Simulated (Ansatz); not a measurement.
ZnSe$_{3}$

```xyz
8
Lattice="0.0000 4.0510 0.0000 -4.0526 0.0000 0.0000 0.0000 0.0000 16.0044" Properties=species:S:1:pos:R:3 pbc="T T T"
Zn   -2.0263    2.0255    0.0002
Zn    0.0000    0.0000   16.0042
Se   -2.0263    2.0255    5.4585
Se    0.0000    2.0255    6.7390
Se    0.0000    0.0000   10.5459
Se   -2.0263    0.0000    9.2654
Se   -2.0263    0.0000    1.5137
Se    0.0000    2.0255   14.4907
```

Space group Pmmn; a generated structure, not necessarily the stable one.

Method: Ansatz 0.2.0, DFT PBE, scalar-relativistic, plane waves, PAW.

Core electrons are frozen (PAW), and the valence fields are smoothed inside the atomic spheres.

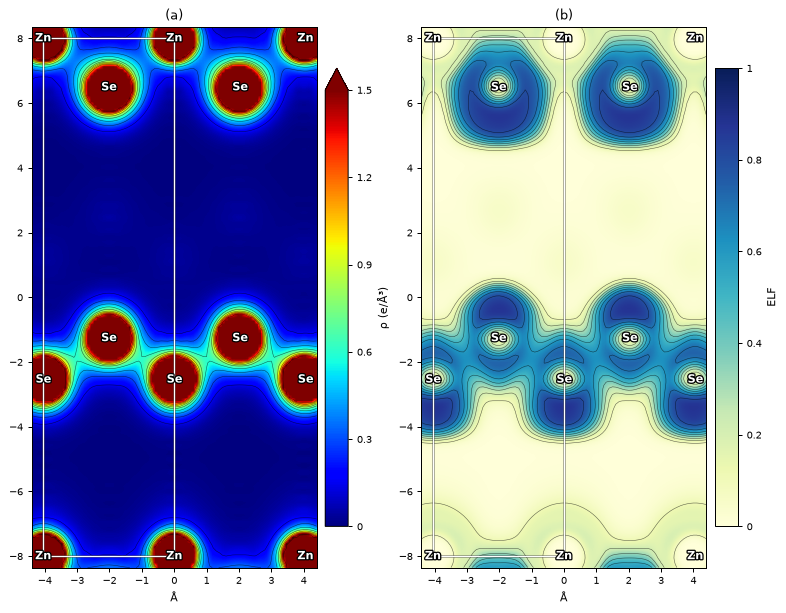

Figure 1. (a) valence pseudo-density; (b) electron localisation function on the (100) plane of the conventional cell.

**Read the bonding off the picture.**

- The plane passes through Zn and Se nuclei.
- Se–Se (2.40 Å): ρ at the midpoint is about 0.6 e/Å³; the ELF peaks at about 0.70 between the atoms.
- Zn–Se (2.53 Å): the density is about 0.4 e/Å³ at the midpoint; the ELF is about 0.55 at the midpoint.
- The density dies away to nearly zero in the voids.
- The ELF also peaks beside Se, away from the bonds: lone-pair regions.

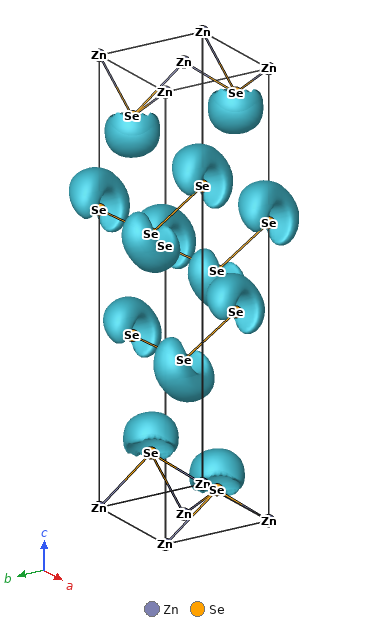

Figure 2. Isosurface of the ELF at 0.8 (cyan), seen at an oblique angle. Only the valence region is drawn (cores and ρ < 0.01 e/Å³ removed). Sticks mark near contacts.

**Identify the bonds, lone pairs and shells in this picture.**

At this value the surface marks out six lobes on Se, pointing away from the bonds (lone pairs), counted in one cell of 8 atoms. Any copies at cell faces, edges or corners count once.

**Metal or insulator at this level of theory?**

It is metallic or semimetallic at this level of theory: no gap opens.

**What Bader charges does the calculation give?**

Electrons move from Zn towards Se. Bader charges: Zn +0.69 and Se −0.69 to +0.01 e.
